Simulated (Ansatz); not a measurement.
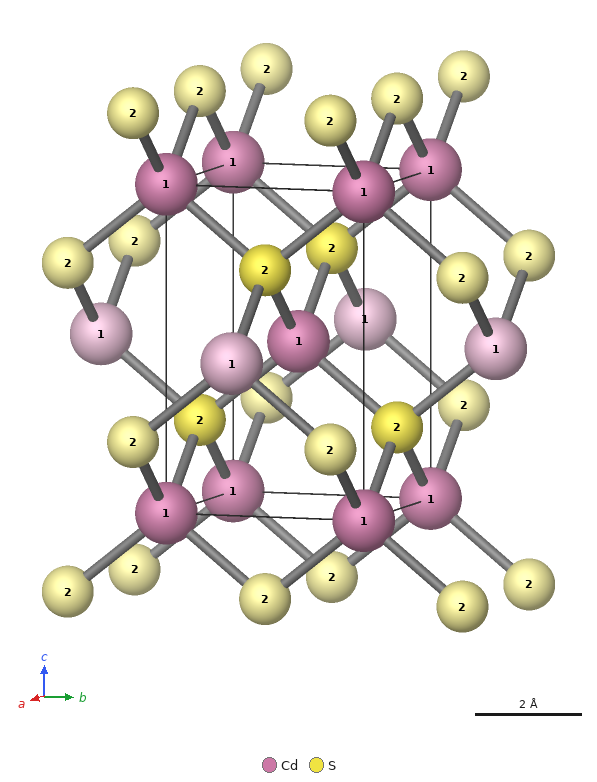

The structure as given in the input (ball-and-stick view of the cell 2 times as large as that of the calculation, set on its symmetry axes, seen slightly off an axis; neighbours outside the cell are drawn fainter; atoms are numbered from 1 in the order of the input). Near neighbours in the crystal (not all of them lie inside the picture): Cd has 4 S at 2.52 Å; S has 4 Cd at 2.52 Å.

CdS: band-structure calculation

- system: CdS (I-4m2, 2 atoms in the cell)
- method: DFT, PBE, plane waves, PAW, no spin polarisation (Ansatz 0.2.0)

The structure derives from an entry of the Crystallography Open Database. The geometry comes from this level: r2SCAN (a point of a series of strains). It belongs to a series of runs on one base structure; here: epitaxial_xy strain -4.9%. Figures and captions count atoms from 1; the log counts them from 0 in places.

Log:
```
scf.n_extra_bands = 4 over 13 filled bands (N_el = 26.0): the run solves 17 bands
Engine: ansatz 0.2.0, aarch64-unknown-linux-gnu
Pseudopotentials: kind: paw
Pseudopotential: Cd, paw, valence charge 20, recommended cutoff 420 eV (normal), Cd.paw.azcp
Pseudopotential: S, paw, valence charge 6, recommended cutoff 420 eV (normal), S.paw.azcp
Functional definition: PBE
  parameter kappa = 0.804
  parameter beta = 0.06672455060314922
  exchange = pbe_x(kappa = kappa, mu = beta*pi^2/3)
  correlation = pbe_c(beta = beta)
Crystal: 2 atoms, lattice volume = 49.087 Å³
Basis set: ecut = 420 eV, 951 PW (Γ), exchange–correlation on 60×60×54 points (8 copies of the dense FFT grid, shifted against one another)
Bands: 17, of which v1, the nominal top of the filled ones, is band 13 counted from 1 (12 counted from 0)
Symmetry: 8 space group operations
Space group: I-4m2 (ITA 119), of the structure as read, at distance tolerance 3.7e-5 Å
k-points: 59 of 512 (time reversal used)
Non-local potential: Cd, projectors of the file, l = 0: 3, l = 1: 2, l = 2: 2, l = 3: 1
Non-local potential: S, projectors of the file, l = 0: 2, l = 1: 2, l = 2: 2
PAW form: soft (Blöchl's): semilocal exchange-correlation on the pseudo side does not see the compensation charge
PAW one-centre angular grid: Cd, 590 points (default); XC on 64 Gauss nodes
PAW one-centre angular grid: S, 110 points (default); XC on 64 Gauss nodes
Initial density: superposition of atomic densities (neutral atoms: chi_scale 0, normalization atom), corrected by the library's trained network
Initial wavefunctions: pseudopotential atomic-orbital guess
Functional: x = pbe(κ = 0.804, μ = 0.2195149727645171), c = pbe(β = 0.06672455060314922)
SCF iter   1: F=—  HF=-9157.769254 eV  |F-HF|=—  |Δ(HF+E_count)|=         —  Δρ=5.71e-4  dr2=2.18e-4  ethr=1.77e-3  ⟨swp⟩=5.8  Hψ=5109  notcnv=0
preconditioner: auto → none  [insulator: Δε(μ)=0.990 eV  Ē_g=12.400 eV  σ=0.020 eV  W_gap=1.00  n_scr=14 (ndim 8)  ℏωp=22.5 eV  f_vac=0.124  D(μ)=0.00/eV (n_scr^D=0)  ε∞_Penn≈4.3]
SCF iter   2: F=—  HF=-9157.769956 eV  |F-HF|=—  |Δ(HF+E_count)|=   7.02e-4  Δρ=3.28e-4  dr2=3.05e-5  ethr=8.37e-7  ⟨swp⟩=2.5  Hψ=2377  notcnv=0
SCF iter   3: F=—  HF=-9157.769985 eV  |F-HF|=—  |Δ(HF+E_count)|=   2.97e-5  Δρ=1.25e-4  dr2=3.62e-6  ethr=1.17e-7  ⟨swp⟩=2.0  Hψ=1499  notcnv=0
SCF iter   4: F=—  HF=-9157.770003 eV  |F-HF|=—  |Δ(HF+E_count)|=   1.82e-5  Δρ=3.94e-5  dr2=3.61e-7  ethr=1.39e-8  ⟨swp⟩=2.0  Hψ=1534  notcnv=0
iter 5 did not close the SCF: its close was put off for the readings that it lacked (scf_convergence_deferred on its scf_iter line)
SCF iter   5: F=-9157.770006 eV  HF=-9157.770006 eV  |F-HF|=5.35e-8  |Δ(HF+E_count)|=   2.54e-6  Δρ=5.93e-6  dr2=1.66e-8  ethr=1.39e-9  ⟨swp⟩=2.0  Hψ=1534  notcnv=0
SCF iter   6: F=-9157.770006 eV  HF=-9157.770006 eV  |F-HF|=5.11e-10  |Δ(HF+E_count)|=   6.13e-8  Δρ=2.12e-6  dr2=1.63e-9  ethr=6.40e-11  ⟨swp⟩=5.0  Hψ=5534  notcnv=0
SCF 1 converged in 6 iterations: F = -9157.770006 eV  dr2 = 1.63e-9
  greatest PAW one-centre occupation: 1.000 electrons in one spin orbital (limit 2), on the Cd atom at site 0 (counted from 0), in its partial waves of l = 0
```

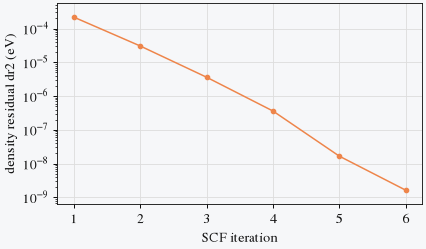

Convergence of the self-consistent field: density residual dr2 against the SCF iteration. The residual falls at every step.

```
NSCF: frozen V_eff on 6 k-points
SCF converged after 6 iterations
Free energy (F): -9157.770006 eV
Harris-Foulkes:  -9157.770006 eV  (|F-HF|=5.11e-10)
Internal energy: -9157.770006 eV  (E = F + TS)
E sigma→0 (E₀):  -9157.770006 eV
Fermi energy:    7.687415 eV
--- Per-component energies (eV) ---
  E_band       = -503.473495
  E_kinetic    = 612.130408
  E_local      = -3990.316616  (includes V_loc(G=0)·N_el)
  E_nonlocal   = 62.160582
  E_hartree    = 1833.542765
  E_xc         = -274.032984
  E_vxc        = -309.303383  (∫ρ·V_xc dr)
  E_paw        = -4683.759286  (= ΣΔE_a)
  E_vpaw       = -545.228949  (= ΣTr[D̂ρ^β])
  E_aug_tail   = 0.000015  (compensation charges beyond the density's cutoff)
  E_ewald      = -2717.494890
  E_smearing   = -0.000000  (= −TS)
  E_closure    = -0.000000  (closes the sum)
  Σ components = -9157.770006   (vs F -9157.770006, Δ=0.00e0)
--- Forces (eV/Å), atoms counted from 1 ---
  atom   1  Cd     0.00000000     0.00000000     0.00000000
  atom   2  S     -0.00000000     0.00000000     0.00000000
  max |Σ_I F_I| component: 4.16e-17 eV/Å
--- Stress (GPa, compression-positive) ---
        4.014315      -0.000000       0.000000
       -0.000000       4.014315       0.000000
        0.000000       0.000000       1.458957
  P = ⅓ Tr σ = 3.1625 GPa (31.625 kbar)
--- Band table (eV; the first three rows and the last of 59) ---
  k-point 0: bands = ["-94.2704", "-55.3533", "-55.3533", "-55.3226", "-5.3458", "-0.7434", "-0.6607", "-0.6607", "-0.2379", "-0.1898", "6.7463", "7.1820", "7.1820", "8.1784", "13.6386", "13.6681", "13.6681"]
  k-point 1: bands = ["-94.2704", "-55.3534", "-55.3533", "-55.3226", "-5.2804", "-0.7120", "-0.6379", "-0.6215", "-0.2318", "-0.1957", "5.9753", "6.7864", "7.0794", "9.0329", "13.2645", "13.8813", "13.9041"]
  k-point 2: bands = ["-94.2704", "-55.3536", "-55.3533", "-55.3227", "-5.1213", "-0.6555", "-0.5866", "-0.4571", "-0.2046", "-0.2012", "4.5344", "6.4568", "6.8494", "9.8191", "13.0902", "14.1791", "14.3644"]
  k-point 58: bands = ["-94.2704", "-55.3534", "-55.3534", "-55.3231", "-4.8099", "-0.4398", "-0.3362", "-0.3362", "-0.1338", "0.0683", "2.6193", "5.4911", "5.4911", "10.9444", "12.0432", "15.5120", "18.0643"]
```

File bands.tsv:
```
# k_distance	band_0	band_1	band_2	band_3	band_4	band_5	band_6	band_7	band_8	band_9	band_10	band_11	band_12	band_13	band_14	band_15	band_16
# fermi_ev = 7.687415
# lock_threshold_ev = 1e-6
# [0, 0, 0] at k_distance = 0.000000
# [-0.5, -0.5, 0] at k_distance = 1.000509
# [-0.375, -0.375, 0.25] at k_distance = 1.397794
# [-0.375, 0, 0.375] at k_distance = 2.073924
# [0, 0, 0.5] at k_distance = 2.750053
# [-0.5, -0.25, 0.25] at k_distance = 3.502333
# levels_relative_to = fermi_ev
# free_energy_ev = -9157.770006
# largest_residual_norms_ev = 5.559e-4 3.671e-4 3.889e-4 4.074e-4 4.280e-4 2.442e-4 3.008e-4 2.964e-4 2.386e-4 3.998e-4 6.079e-4 1.241e-3 1.543e-3 7.897e-4 1.115e-3 8.606e-4 1.504e-3
0.000000	-101.957843	-63.040679	-63.040679	-63.010009	-13.033236	-8.430861	-8.348088	-8.348088	-7.925310	-7.877168	-0.941115	-0.505405	-0.505405	0.491019	5.951150	5.980647	5.980647
1.000509	-101.957826	-63.040861	-63.040861	-63.010553	-12.497318	-8.127209	-8.023660	-8.023660	-7.821223	-7.619075	-5.068112	-2.196344	-2.196344	3.256969	4.355829	7.824635	10.376842
1.397794	-101.957823	-63.041140	-63.040808	-63.010440	-12.489777	-8.194628	-8.070801	-7.962220	-7.867551	-7.407474	-4.852497	-3.179808	-1.850729	4.100977	5.098780	7.390400	8.648076
2.073924	-101.957816	-63.041349	-63.041191	-63.010220	-12.444425	-8.205867	-8.092068	-7.991415	-7.859325	-7.285773	-4.443906	-3.150652	-2.296914	3.379320	4.654141	7.611500	8.245521
2.750053	-101.957825	-63.041384	-63.040732	-63.010223	-12.583651	-8.300473	-8.216757	-7.885133	-7.852535	-7.522600	-5.044243	-1.641177	-1.132239	2.259911	6.080795	6.856529	6.913908
3.502333	-101.957820	-63.041173	-63.041046	-63.010369	-12.461608	-8.171375	-8.097556	-7.958722	-7.879485	-7.298233	-4.665368	-2.918401	-2.745676	4.882075	4.948531	7.160178	7.640748
```

File rho_z.tsv:
```
# z_ang	rho[e/angstrom^3]
# format = ansatz-planar-average/11
# lattice	0.000000000	2.795780250	3.139994172
# lattice	2.795780250	0.000000000	3.139994172
# lattice	2.795780250	2.795780250	0.000000000
# sites	2
# site	48	0.000000000	0.000000000	0.000000000
# site	16	1.397890125	1.397890125	1.569997086
0.000000	1.531824e0
0.146438	1.485616e0
0.292876	1.300665e0
0.439314	1.044469e0
0.585753	7.903108e-1
0.732191	5.873181e-1
0.878629	4.508701e-1
1.025067	3.705112e-1
1.171505	3.251390e-1
1.317943	2.951146e-1
1.464382	2.670113e-1
1.610820	2.342949e-1
1.757258	1.971038e-1
1.903696	1.599143e-1
2.050134	1.275879e-1
2.196572	1.029295e-1
2.343011	8.663208e-2
2.489449	7.872949e-2
2.635887	8.026540e-2
2.782325	9.466362e-2
2.928763	1.308001e-1
3.075201	2.069379e-1
3.221640	3.476174e-1
3.368078	5.685761e-1
3.514516	8.575152e-1
3.660954	1.164823e0
3.807392	1.413952e0
```

File v_z.tsv:
```
# z_ang	v_es[eV]	v_tot[eV]
# format = ansatz-planar-average/11
# xc	pbe
# density_cutoff_ev	1680
# datasets	Cd=:simpson_from_first_knot:soft	S=:simpson_from_first_knot:soft
# lattice	0.000000000	2.795780250	3.139994172
# lattice	2.795780250	0.000000000	3.139994172
# lattice	2.795780250	2.795780250	0.000000000
# sites	2
# site	48	0.000000000	0.000000000	0.000000000
# site	16	1.397890125	1.397890125	1.569997086
0.000000	2.655013e0	-9.064105e0
0.146438	1.823871e0	-1.019783e1
0.292876	9.946803e-1	-1.112904e1
0.439314	4.117199e-1	-1.167139e1
0.585753	2.880302e-1	-1.168339e1
0.732191	6.468312e-1	-1.113265e1
0.878629	1.375854e0	-1.007499e1
1.025067	2.324011e0	-8.663123e0
1.171505	3.342115e0	-7.076233e0
1.317943	4.351310e0	-5.440198e0
1.464382	5.468018e0	-3.693877e0
1.610820	6.821720e0	-1.752492e0
1.757258	8.281880e0	2.636541e-1
1.903696	9.545520e0	2.095234e0
2.050134	1.038516e1	3.463466e0
2.196572	1.080290e1	4.331377e0
2.343011	1.091838e1	4.772485e0
2.489449	1.079140e1	4.790878e0
2.635887	1.043506e1	4.462919e0
2.782325	9.791857e0	3.647352e0
2.928763	8.869085e0	2.230445e0
3.075201	7.813911e0	4.642492e-1
3.221640	6.772940e0	-1.394240e0
3.368078	5.815061e0	-3.198457e0
3.514516	4.944065e0	-4.885626e0
3.660954	4.143570e0	-6.442551e0
3.807392	3.401366e0	-7.826813e0
```

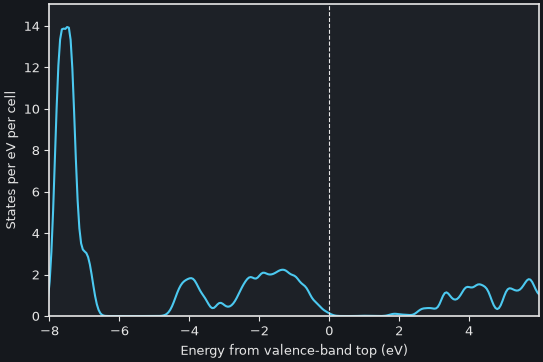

Density of states (the curve is built from the levels of the k mesh with Gaussians 0.3 eV wide, which also blur the band edges), with energies from the valence-band top. There is a gap of 1.00 eV on the k-point mesh. Small ripples come from the finite k-point mesh.

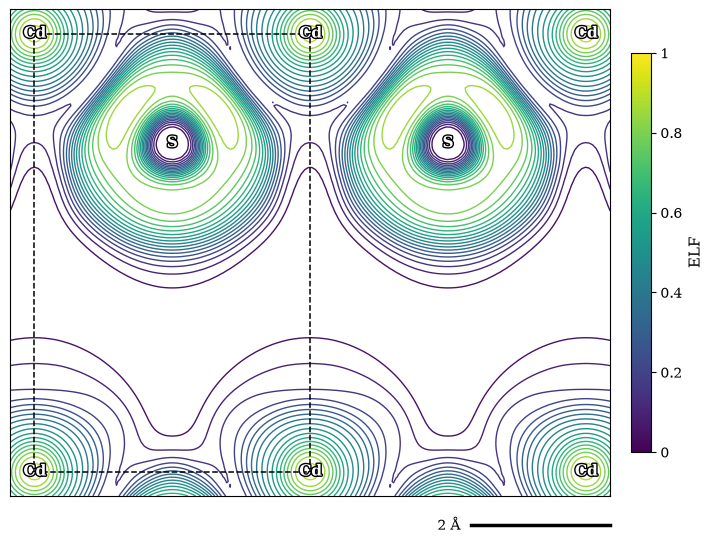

ELF on the (100) plane of the conventional cell. Atoms in the plane: Cd and S. Cd–S (2.52 Å): the ELF is about 0.30 at the midpoint. The strong features right at Cd lie inside the PAW spheres (semicore, d or f shells) and say nothing about bonding. The fields are those of the smooth PAW valence density.

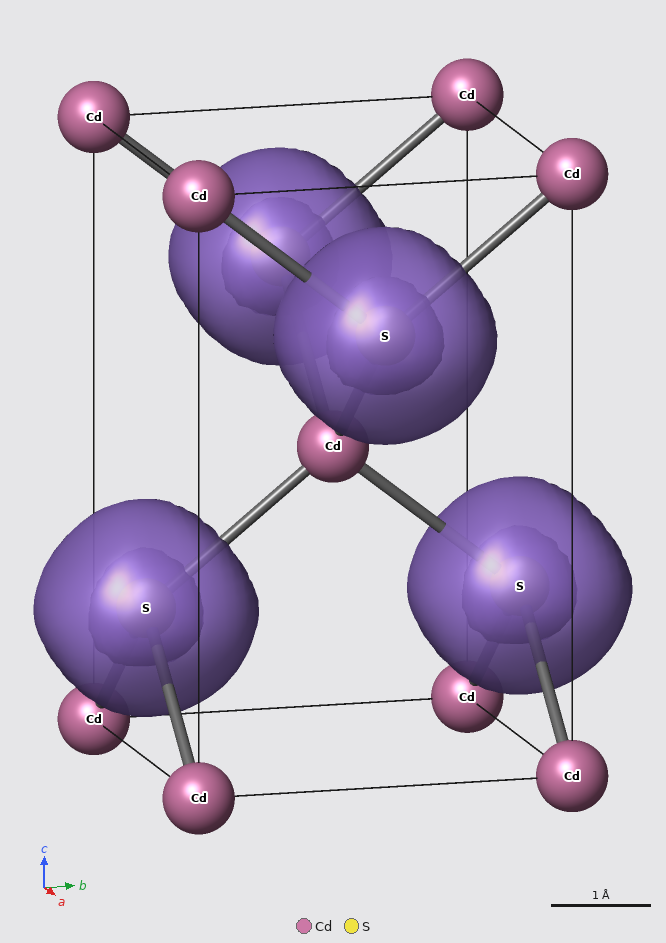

Isosurface of the ELF at 0.75 (purple), seen slightly off an axis. Only the valence region is drawn (cores and ρ < 0.01 e/Å³ removed). Sticks mark near contacts. The outline is the cell set on symmetry axes. Along the contacts the grid gives the following. Cd–S (2.52 Å): the ELF is about 0.30 at the midpoint.

The run was set up as follows.

Input file:
```yaml
crystal:
  lattice:
    - [0.0, 2.7957802499, 3.1399941717]
    - [2.7957802499, 0.0, 3.1399941717]
    - [2.7957802499, 2.7957802499, 0.0]
  atoms:
    - { symbol: Cd, position: [0.0, 0.0, 0.0] }
    - { symbol: S, position: [0.25, 0.25, 0.25] }
kpoints:
  mp_grid: { grid: [8, 8, 8] }
  band_path:
    path:
      - [0.0, 0.0, 0.0]
      - [-0.5, -0.5, 0.0]
      - [-0.375, -0.375, 0.25]
      - [-0.375, 0.0, 0.375]
      - [0.0, 0.0, 0.5]
      - [-0.5, -0.25, 0.25]
    npoints: 1
hamiltonian:
  xc: pbe
scf:
  occupations: { method: fermi_dirac, width: 0.02 }
  n_extra_bands: 4
output:
  forces: true
  stress: true
  eigenvalues: true
  write_density: true
  write_potential: true
  elf: true
  volumetric_format: npy
```

Command:
```bash
ansatz run input.yaml --threads 4 --pin off --max-ram 4608MiB --backend cpu --events-out ev --progress --plain --runs-dir out
```

Results in brief:

| quantity | value |
| --- | --- |
| outcome | converged |
| space group (tolerance 0.01 Å) | I-4m2 (119) |
| electrons treated | 26 |
| free energy | −9157.7700 eV |
| Fermi energy | 7.687 eV |
| gap on the k-point mesh | 1.00 eV |
| pressure | 3.16 GPa |
| largest force (length of the vector) | under 0.001 eV/Å |
| hardware | 4 threads of Arm Neoverse V2, 24 GiB of memory available, shared host |
| wall time | 1.4 s (CPU time 5 s) |
| peak memory | 0.36 GiB |
